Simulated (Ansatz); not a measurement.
**Field-gradient calculation of Cd₂₇Te₂₆ (charge +2) (part 1 of 2)**

The run: field-gradient calculation of Cd₂₇Te₂₆ (defect cell, 53 atoms in the cell, total charge +2). Method and program: DFT, PBE, plane-wave PAW, default files, scalar-relativistic, no spin polarisation (Ansatz 0.2.0).

The structure derives from an entry of the Crystallography Open Database. It belongs to a series of runs on one base structure; here: Te vacancy, charge +2, host positions.

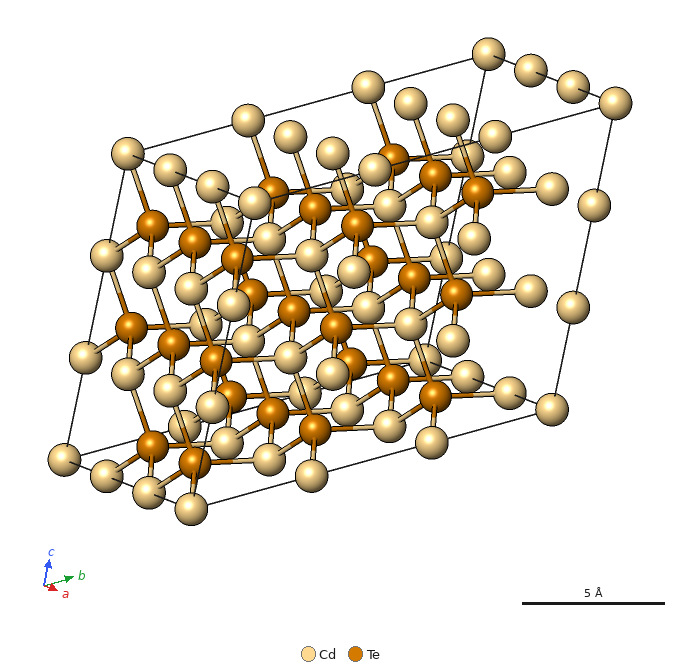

Figure 1. The input geometry (ball-and-stick view of the cell of the calculation, seen slightly off an axis). An atom can appear more than once, as a periodic image. Near neighbours in the periodic cell (some may lie outside the picture): Cd has 3 Te at 2.78 Å; Cd has 4 Te at 2.78 Å; Te has 4 Cd at 2.78 Å.

Results in brief:

```json
{"quantity": "outcome", "value": "converged"}
{"quantity": "electrons treated", "value": "954"}
{"quantity": "free energy", "value": "−404385.3569 eV"}
{"quantity": "Fermi energy", "value": "7.701 eV"}
{"quantity": "pressure", "value": "3.91 GPa"}
{"quantity": "field gradient V_zz (10²¹ V/m²)", "value": "Cd 20.18, Cd 20.18, Cd −1.73, Cd 20.18, Cd −0.78, Cd −0.78, Cd −1.73, Cd −0.78 (the first 8 of 53 sites)"}
{"quantity": "largest force (length of the vector)", "value": "0.473 eV/Å"}
{"quantity": "hardware", "value": "4 threads of Arm Neoverse V2, 24 GiB of memory available, shared host"}
{"quantity": "wall time", "value": "2.4 min (CPU time 9.1 min)"}
{"quantity": "peak memory", "value": "5.9 GiB"}
```

Notes on the run: the field gradients leave out spin–orbit coupling. The cell is charged and computed with a neutralising background, so its energy and pressure depend on the cell and aren't those of a real crystal.

Input file:
```yaml
crystal:
  lattice:
    - [0.0, 9.615, 9.615]
    - [9.615, 0.0, 9.615]
    - [9.615, 9.615, 0.0]
  atoms:
    - { symbol: Cd, position: [0.0, 0.0, 0.0] }
    - { symbol: Cd, position: [0.0, 0.0, 0.3333333333] }
    - { symbol: Cd, position: [0.0, 0.0, 0.6666666667] }
    - { symbol: Cd, position: [0.0, 0.3333333333, 0.0] }
    - { symbol: Cd, position: [0.0, 0.3333333333, 0.3333333333] }
    - { symbol: Cd, position: [0.0, 0.3333333333, 0.6666666667] }
    - { symbol: Cd, position: [0.0, 0.6666666667, 0.0] }
    - { symbol: Cd, position: [0.0, 0.6666666667, 0.3333333333] }
    - { symbol: Cd, position: [0.0, 0.6666666667, 0.6666666667] }
    - { symbol: Cd, position: [0.3333333333, 0.0, 0.0] }
    - { symbol: Cd, position: [0.3333333333, 0.0, 0.3333333333] }
    - { symbol: Cd, position: [0.3333333333, 0.0, 0.6666666667] }
    - { symbol: Cd, position: [0.3333333333, 0.3333333333, 0.0] }
    - { symbol: Cd, position: [0.3333333333, 0.3333333333, 0.3333333333] }
    - { symbol: Cd, position: [0.3333333333, 0.3333333333, 0.6666666667] }
    - { symbol: Cd, position: [0.3333333333, 0.6666666667, 0.0] }
    - { symbol: Cd, position: [0.3333333333, 0.6666666667, 0.3333333333] }
    - { symbol: Cd, position: [0.3333333333, 0.6666666667, 0.6666666667] }
    - { symbol: Cd, position: [0.6666666667, 0.0, 0.0] }
    - { symbol: Cd, position: [0.6666666667, 0.0, 0.3333333333] }
    - { symbol: Cd, position: [0.6666666667, 0.0, 0.6666666667] }
    - { symbol: Cd, position: [0.6666666667, 0.3333333333, 0.0] }
    - { symbol: Cd, position: [0.6666666667, 0.3333333333, 0.3333333333] }
    - { symbol: Cd, position: [0.6666666667, 0.3333333333, 0.6666666667] }
    - { symbol: Cd, position: [0.6666666667, 0.6666666667, 0.0] }
    - { symbol: Cd, position: [0.6666666667, 0.6666666667, 0.3333333333] }
    - { symbol: Cd, position: [0.6666666667, 0.6666666667, 0.6666666667] }
    - { symbol: Te, position: [0.0833333333, 0.0833333333, 0.4166666667] }
    - { symbol: Te, position: [0.0833333333, 0.0833333333, 0.75] }
    - { symbol: Te, position: [0.0833333333, 0.4166666667, 0.0833333333] }
    - { symbol: Te, position: [0.0833333333, 0.4166666667, 0.4166666667] }
    - { symbol: Te, position: [0.0833333333, 0.4166666667, 0.75] }
    - { symbol: Te, position: [0.0833333333, 0.75, 0.0833333333] }
    - { symbol: Te, position: [0.0833333333, 0.75, 0.4166666667] }
    - { symbol: Te, position: [0.0833333333, 0.75, 0.75] }
    - { symbol: Te, position: [0.4166666667, 0.0833333333, 0.0833333333] }
    - { symbol: Te, position: [0.4166666667, 0.0833333333, 0.4166666667] }
    - { symbol: Te, position: [0.4166666667, 0.0833333333, 0.75] }
    - { symbol: Te, position: [0.4166666667, 0.4166666667, 0.0833333333] }
    - { symbol: Te, position: [0.4166666667, 0.4166666667, 0.4166666667] }
    - { symbol: Te, position: [0.4166666667, 0.4166666667, 0.75] }
    - { symbol: Te, position: [0.4166666667, 0.75, 0.0833333333] }
    - { symbol: Te, position: [0.4166666667, 0.75, 0.4166666667] }
    - { symbol: Te, position: [0.4166666667, 0.75, 0.75] }
    - { symbol: Te, position: [0.75, 0.0833333333, 0.0833333333] }
    - { symbol: Te, position: [0.75, 0.0833333333, 0.4166666667] }
    - { symbol: Te, position: [0.75, 0.0833333333, 0.75] }
    - { symbol: Te, position: [0.75, 0.4166666667, 0.0833333333] }
    - { symbol: Te, position: [0.75, 0.4166666667, 0.4166666667] }
    - { symbol: Te, position: [0.75, 0.4166666667, 0.75] }
    - { symbol: Te, position: [0.75, 0.75, 0.0833333333] }
    - { symbol: Te, position: [0.75, 0.75, 0.4166666667] }
    - { symbol: Te, position: [0.75, 0.75, 0.75] }
total_charge: 2
kpoints:
  mp_grid: { grid: [2, 2, 2] }
scf:
  occupations: { method: fermi_dirac, width: 0.01 }
hamiltonian:
  xc: pbe
  pseudopotentials: { kind: paw }
output:
  forces: true
  stress: true
  populations: true
  efg: { contact_densities: true }
```

Launched with:
```bash
ansatz run input.yaml --threads 4 --pin off --max-ram 10240MiB --backend cpu --events-out ev --progress --plain --runs-dir out
```

What the program printed:
```
Cd, Te: output.efg is read without spin–orbit coupling, which moves field gradients at and beside such atoms by some per cent and up to a factor of two; PAW files take it under magnetization.noncollinear and magnetization.spin_orbit
Engine: ansatz 0.2.0, aarch64-unknown-linux-gnu
Pseudopotentials: kind: paw
Pseudopotential: Cd, paw, valence charge 20, recommended cutoff 420 eV (normal), Cd.paw.azcp
Pseudopotential: Te, paw, valence charge 16, recommended cutoff 420 eV (normal), Te.paw.azcp
Functional definition: PBE
  parameter kappa = 0.804
  parameter beta = 0.06672455060314922
  exchange = pbe_x(kappa = kappa, mu = beta*pi^2/3)
  correlation = pbe_c(beta = beta)
Crystal: 53 atoms, lattice volume = 1777.779 Å³
Basis set: ecut = 420 eV, 34717 PW (Γ), exchange–correlation on 192×192×192 points (8 copies of the dense FFT grid, shifted against one another)
Bands: 573, of which v1, the nominal top of the filled ones, is band 477 counted from 1 (476 counted from 0)
Symmetry: 24 space group operations
Space group: F-43m (ITA 216), of the structure as read, at distance tolerance 1.2e-4 Å
k-points: 3 of 8
Non-local potential: Cd, projectors of the file, l = 0: 3, l = 1: 2, l = 2: 2, l = 3: 1
Non-local potential: Te, projectors of the file, l = 0: 2, l = 1: 2, l = 2: 2, l = 3: 2
PAW form: soft (Blöchl's): semilocal exchange-correlation on the pseudo side does not see the compensation charge
PAW one-centre angular grid: Cd, 590 points (default); XC on 64 Gauss nodes
PAW one-centre angular grid: Te, 590 points (default); XC on 64 Gauss nodes
Initial density: superposition of atomic densities (neutral atoms scaled as one to the charged cell's electrons: chi_scale 0, normalization atom), corrected by the library's trained network
Initial wavefunctions: pseudopotential atomic-orbital guess
Functional: x = pbe(κ = 0.804, μ = 0.2195149727645171), c = pbe(β = 0.06672455060314922)
SCF iter   1: F=—  HF=-404386.042879 eV  |F-HF|=—  |Δ(HF+E_count)|=         —  Δρ=9.65e-3  dr2=2.23e0  ethr=1.77e-3  ⟨swp⟩=6.0  Hψ=6109  notcnv=0  defer=97
preconditioner: auto → LDOS  [insulator: Δε(μ)=0.619 eV  Ē_g=11.392 eV  σ=0.010 eV  W_gap=0.50  n_scr=458 (ndim 8)  ℏωp=19.3 eV  f_vac=0.190  D(μ)=16.72/eV (n_scr^D=58)  ε∞_Penn≈3.9  β→1.0]
SCF iter   2: F=—  HF=-404386.123922 eV  |F-HF|=—  |Δ(HF+E_count)|=   8.10e-2  Δρ=1.21e-2  dr2=2.25e0  ethr=2.34e-4  ⟨swp⟩=3.0  Hψ=3447  notcnv=0  defer=268
SCF iter   3: F=—  HF=-404385.374278 eV  |F-HF|=—  |Δ(HF+E_count)|=   7.50e-1  Δρ=1.79e-3  dr2=7.58e-2  ethr=2.34e-4  ⟨swp⟩=3.0  Hψ=3003  notcnv=0  defer=268
SCF iter   4: F=—  HF=-404385.361781 eV  |F-HF|=—  |Δ(HF+E_count)|=   1.25e-2  Δρ=5.56e-4  dr2=3.14e-2  ethr=7.95e-6  ⟨swp⟩=3.0  Hψ=2950  notcnv=0  defer=268
SCF iter   5: F=—  HF=-404385.357769 eV  |F-HF|=—  |Δ(HF+E_count)|=   4.01e-3  Δρ=2.19e-4  dr2=2.52e-3  ethr=3.29e-6  ⟨swp⟩=3.0  Hψ=2585  notcnv=0  defer=268
SCF iter   6: F=—  HF=-404385.357660 eV  |F-HF|=—  |Δ(HF+E_count)|=   1.08e-4  Δρ=7.95e-5  dr2=5.58e-4  ethr=2.64e-7  ⟨swp⟩=2.0  Hψ=2802  notcnv=0  defer=268
SCF iter   7: F=—  HF=-404385.357499 eV  |F-HF|=—  |Δ(HF+E_count)|=   1.61e-4  Δρ=3.59e-5  dr2=7.04e-5  ethr=5.85e-8  ⟨swp⟩=2.0  Hψ=2093  notcnv=0  defer=268
SCF iter   8: F=—  HF=-404385.356912 eV  |F-HF|=—  |Δ(HF+E_count)|=   5.87e-4  Δρ=1.79e-5  dr2=1.76e-5  ethr=7.38e-9  ⟨swp⟩=2.0  Hψ=2970  notcnv=0  defer=268
SCF iter   9: F=—  HF=-404385.356910 eV  |F-HF|=—  |Δ(HF+E_count)|=   2.48e-6  Δρ=6.07e-6  dr2=2.42e-6  ethr=1.84e-9  ⟨swp⟩=2.0  Hψ=2802  notcnv=0  defer=268
SCF iter  10: F=—  HF=-404385.356909 eV  |F-HF|=—  |Δ(HF+E_count)|=   3.48e-7  Δρ=2.36e-6  dr2=2.55e-7  ethr=2.54e-10  ⟨swp⟩=2.0  Hψ=2105  notcnv=0  defer=268
SCF iter  11: F=-404385.356909 eV  HF=-404385.356909 eV  |F-HF|=1.75e-10  |Δ(HF+E_count)|=   2.72e-8  Δρ=8.53e-7  dr2=2.19e-8  ethr=1.05e-11  ⟨swp⟩=13.0  Hψ=9983  notcnv=0
SCF 1 converged in 11 iterations: F = -404385.356909 eV  dr2 = 2.19e-8
  greatest PAW one-centre occupation: 1.000 electrons in one spin orbital (limit 2), on the Cd atom at site 13 (counted from 0), in its partial waves of l = 0
```

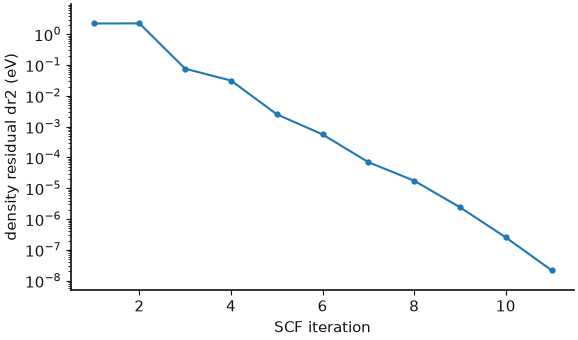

Figure 2. Convergence of the self-consistent field: density residual dr2 against the SCF iteration. The residual falls almost steadily, with no more than small rises.

```
SCF converged after 11 iterations
Free energy (F): -404385.356909 eV
Harris-Foulkes:  -404385.356909 eV  (|F-HF|=1.75e-10)
Internal energy: -404385.352135 eV  (E = F + TS)
E sigma→0 (E₀):  -404385.354522 eV
Entropy (-TS):   -0.004774 eV (-0.090 meV/atom)
Fermi energy:    7.700708 eV
--- Per-component energies (eV) ---
  E_band       = -20915.611401
  E_kinetic    = 18329.633067
  E_local      = -145223.189412  (includes V_loc(G=0)·N_el)
  E_nonlocal   = -7166.801330
  E_hartree    = 73148.257794
  E_xc         = -7997.410706
  E_vxc        = -8684.461196  (∫ρ·V_xc dr)
  E_paw        = -231471.438485  (= ΣΔE_a)
  E_vpaw       = -24467.318026  (= ΣTr[D̂ρ^β])
  E_aug_tail   = -0.005288  (compensation charges beyond the density's cutoff)
  E_ewald      = -104004.397776
  E_smearing   = -0.004774  (= −TS)
  E_closure    = 0.000000  (closes the sum)
  E_deformation_potential = 25.610219  (in the stress; not in F)
  Σ components = -404385.356909   (vs F -404385.356909, Δ=0.00e0)
--- Forces (eV/Å), atoms counted from 1 ---
  atom   1  Cd    -0.27328642    -0.27328642    -0.27328642
  atom   2  Cd     0.27328642     0.27328642    -0.27328642
  atom   3  Cd     0.00000000    -0.00000000    -0.26134241
  atom   4  Cd     0.27328642    -0.27328642     0.27328642
  atom   5  Cd     0.13933070    -0.02040863    -0.02040863
  atom   6  Cd     0.02040863    -0.13933070    -0.02040863
  atom   7  Cd     0.00000000    -0.26134241    -0.00000000
  atom   8  Cd     0.02040863    -0.02040863    -0.13933070
  atom   9  Cd     0.26134241    -0.00000000     0.00000000
  atom  10  Cd    -0.27328642     0.27328642     0.27328642
  atom  11  Cd    -0.02040863     0.13933070    -0.02040863
  atom  12  Cd    -0.13933070     0.02040863    -0.02040863
  atom  13  Cd    -0.02040863    -0.02040863     0.13933070
  atom  14  Cd     0.00000000    -0.00000000     0.00000000
  atom  15  Cd     0.02040863     0.02040863     0.13933070
  atom  16  Cd    -0.13933070    -0.02040863     0.02040863
  atom  17  Cd     0.02040863     0.13933070     0.02040863
  atom  18  Cd    -0.01662179     0.01662179     0.01662179
  atom  19  Cd    -0.26134241    -0.00000000     0.00000000
  atom  20  Cd    -0.02040863     0.02040863    -0.13933070
  atom  21  Cd     0.00000000     0.26134241    -0.00000000
  atom  22  Cd    -0.02040863    -0.13933070     0.02040863
  atom  23  Cd     0.13933070     0.02040863     0.02040863
  atom  24  Cd     0.01662179    -0.01662179     0.01662179
  atom  25  Cd     0.00000000    -0.00000000     0.26134241
  atom  26  Cd     0.01662179     0.01662179    -0.01662179
  atom  27  Cd    -0.01662179    -0.01662179    -0.01662179
  atom  28  Te    -0.21045467    -0.21045467     0.15900619
  atom  29  Te     0.21045467     0.21045467     0.15900619
  atom  30  Te    -0.21045467     0.15900619    -0.21045467
  atom  31  Te    -0.01243965     0.01243965     0.01243965
  atom  32  Te    -0.15900619     0.21045467    -0.21045467
  atom  33  Te     0.21045467     0.15900619     0.21045467
  atom  34  Te    -0.15900619    -0.21045467     0.21045467
  atom  35  Te    -0.00612157     0.00612157     0.00612157
  atom  36  Te     0.15900619    -0.21045467    -0.21045467
  atom  37  Te     0.01243965    -0.01243965     0.01243965
  atom  38  Te     0.21045467    -0.15900619    -0.21045467
  atom  39  Te     0.01243965     0.01243965    -0.01243965
  atom  40  Te    -0.01243965    -0.01243965    -0.01243965
  atom  41  Te    -0.00000000     0.00000000    -0.03713762
  atom  42  Te     0.21045467    -0.21045467    -0.15900619
  atom  43  Te    -0.00000000    -0.03713762     0.00000000
  atom  44  Te     0.03713762     0.00000000     0.00000000
  atom  45  Te     0.15900619     0.21045467     0.21045467
  atom  46  Te    -0.21045467    -0.15900619     0.21045467
  atom  47  Te     0.00612157    -0.00612157     0.00612157
  atom  48  Te    -0.21045467     0.21045467    -0.15900619
  atom  49  Te    -0.03713762     0.00000000     0.00000000
  atom  50  Te    -0.00000000     0.03713762     0.00000000
  atom  51  Te     0.00612157     0.00612157    -0.00612157
  atom  52  Te    -0.00000000     0.00000000     0.03713762
  atom  53  Te    -0.00612157    -0.00612157    -0.00612157
  max |Σ_I F_I| component: 3.26e-16 eV/Å
--- Stress (GPa, compression-positive) ---
        3.906397      -0.000000      -0.000000
        0.000000       3.906397       0.000000
       -0.000000       0.000000       3.906397
  P = ⅓ Tr σ = 3.9064 GPa (39.064 kbar)
--- PAW observables at the nuclei: V_zz in 10²¹ V/m², potentials from the cell's mean, atoms counted from 1 ---
  atom   1  Cd V_zz =   +20.182877   η = 0.0000   by run symmetry: allowed
            electrostatic potential = -7704.082709 V   contact ρ = 1035934.269702 e/Å³
  atom   2  Cd V_zz =   +20.182877   η = 0.0000   by run symmetry: allowed
            electrostatic potential = -7704.082709 V   contact ρ = 1035934.269702 e/Å³
  atom   3  Cd V_zz =    -1.730384   η = 0.5190   by run symmetry: allowed
            electrostatic potential = -7704.515827 V   contact ρ = 1035922.555520 e/Å³
  atom   4  Cd V_zz =   +20.182877   η = 0.0000   by run symmetry: allowed
            electrostatic potential = -7704.082709 V   contact ρ = 1035934.269702 e/Å³
  atom   5  Cd V_zz =    -0.776556   η = 0.7650   by run symmetry: allowed
            electrostatic potential = -7704.631059 V   contact ρ = 1035921.856487 e/Å³
  atom   6  Cd V_zz =    -0.776556   η = 0.7650   by run symmetry: allowed
            electrostatic potential = -7704.631059 V   contact ρ = 1035921.856487 e/Å³
  atom   7  Cd V_zz =    -1.730384   η = 0.5190   by run symmetry: allowed
            electrostatic potential = -7704.515827 V   contact ρ = 1035922.555520 e/Å³
  atom   8  Cd V_zz =    -0.776556   η = 0.7650   by run symmetry: allowed
            electrostatic potential = -7704.631059 V   contact ρ = 1035921.856487 e/Å³
  atom   9  Cd V_zz =    -1.730384   η = 0.5190   by run symmetry: allowed
            electrostatic potential = -7704.515827 V   contact ρ = 1035922.555520 e/Å³
  atom  10  Cd V_zz =   +20.182877   η = 0.0000   by run symmetry: allowed
            electrostatic potential = -7704.082709 V   contact ρ = 1035934.269702 e/Å³
  atom  11  Cd V_zz =    -0.776556   η = 0.7650   by run symmetry: allowed
            electrostatic potential = -7704.631059 V   contact ρ = 1035921.856487 e/Å³
  atom  12  Cd V_zz =    -0.776556   η = 0.7650   by run symmetry: allowed
            electrostatic potential = -7704.631059 V   contact ρ = 1035921.856487 e/Å³
  atom  13  Cd V_zz =    -0.776556   η = 0.7650   by run symmetry: allowed
            electrostatic potential = -7704.631059 V   contact ρ = 1035921.856487 e/Å³
  atom  14  Cd V_zz =    +0.000000   η = 0.0000   by run symmetry: forbidden
            electrostatic potential = -7704.726491 V   contact ρ = 1035921.956918 e/Å³
  atom  15  Cd V_zz =    -0.776556   η = 0.7650   by run symmetry: allowed
            electrostatic potential = -7704.631059 V   contact ρ = 1035921.856487 e/Å³
  atom  16  Cd V_zz =    -0.776556   η = 0.7650   by run symmetry: allowed
            electrostatic potential = -7704.631059 V   contact ρ = 1035921.856487 e/Å³
  atom  17  Cd V_zz =    -0.776556   η = 0.7650   by run symmetry: allowed
            electrostatic potential = -7704.631059 V   contact ρ = 1035921.856487 e/Å³
  atom  18  Cd V_zz =    +0.171216   η = 0.0000   by run symmetry: allowed
            electrostatic potential = -7704.739961 V   contact ρ = 1035921.616631 e/Å³
  atom  19  Cd V_zz =    -1.730384   η = 0.5190   by run symmetry: allowed
            electrostatic potential = -7704.515827 V   contact ρ = 1035922.555520 e/Å³
  atom  20  Cd V_zz =    -0.776556   η = 0.7650   by run symmetry: allowed
            electrostatic potential = -7704.631059 V   contact ρ = 1035921.856487 e/Å³
  atom  21  Cd V_zz =    -1.730384   η = 0.5190   by run symmetry: allowed
            electrostatic potential = -7704.515827 V   contact ρ = 1035922.555520 e/Å³
  atom  22  Cd V_zz =    -0.776556   η = 0.7650   by run symmetry: allowed
            electrostatic potential = -7704.631059 V   contact ρ = 1035921.856487 e/Å³
  atom  23  Cd V_zz =    -0.776556   η = 0.7650   by run symmetry: allowed
            electrostatic potential = -7704.631059 V   contact ρ = 1035921.856487 e/Å³
  atom  24  Cd V_zz =    +0.171216   η = 0.0000   by run symmetry: allowed
            electrostatic potential = -7704.739961 V   contact ρ = 1035921.616631 e/Å³
  atom  25  Cd V_zz =    -1.730384   η = 0.5190   by run symmetry: allowed
            electrostatic potential = -7704.515827 V   contact ρ = 1035922.555520 e/Å³
  atom  26  Cd V_zz =    +0.171216   η = 0.0000   by run symmetry: allowed
            electrostatic potential = -7704.739961 V   contact ρ = 1035921.616631 e/Å³
  atom  27  Cd V_zz =    +0.171216   η = 0.0000   by run symmetry: allowed
            electrostatic potential = -7704.739961 V   contact ρ = 1035921.616631 e/Å³
  atom  28  Te V_zz =   +13.866912   η = 0.1095   by run symmetry: allowed
            electrostatic potential = -8646.489524 V   contact ρ = 1468715.972910 e/Å³
  atom  29  Te V_zz =   +13.866912   η = 0.1095   by run symmetry: allowed
            electrostatic potential = -8646.489524 V   contact ρ = 1468715.972910 e/Å³
  atom  30  Te V_zz =   +13.866912   η = 0.1095   by run symmetry: allowed
            electrostatic potential = -8646.489524 V   contact ρ = 1468715.972910 e/Å³
  atom  31  Te V_zz =    -1.790298   η = 0.0000   by run symmetry: allowed
            electrostatic potential = -8646.747287 V   contact ρ = 1468712.912579 e/Å³
  atom  32  Te V_zz =   +13.866912   η = 0.1095   by run symmetry: allowed
            electrostatic potential = -8646.489524 V   contact ρ = 1468715.972910 e/Å³
  atom  33  Te V_zz =   +13.866912   η = 0.1095   by run symmetry: allowed
            electrostatic potential = -8646.489524 V   contact ρ = 1468715.972910 e/Å³
  atom  34  Te V_zz =   +13.866912   η = 0.1095   by run symmetry: allowed
```
